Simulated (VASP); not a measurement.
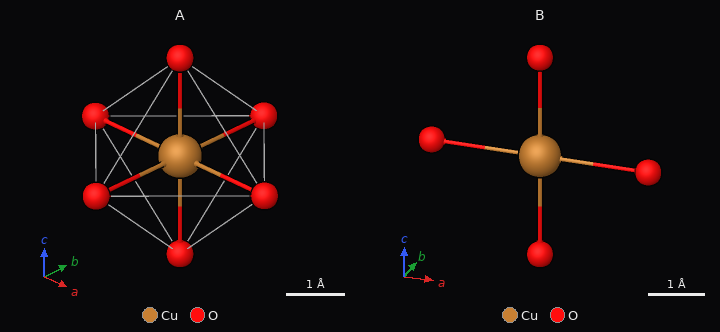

Coordination polyhedra in CuO (P4/mmm). The shape measure S (0 to 100) is the computed least-squares distance from an ideal polyhedron; S = 0 means ideal. Source: a cell listed in the Materials Project, as set up for an electronic-structure calculation.

Q: Which coordination does each panel show?

A: A. Cu2 site, CuO6: a slightly distorted octahedron (coordination number 6, S = 0.10; next best trigonal prism, S = 16.8); mean bond 2.03 Å.
B. Cu1 site, CuO4: a slightly distorted square plane (coordination number 4, S = 0.12; next best see-saw, S = 18.2); mean bond 2.01 Å.
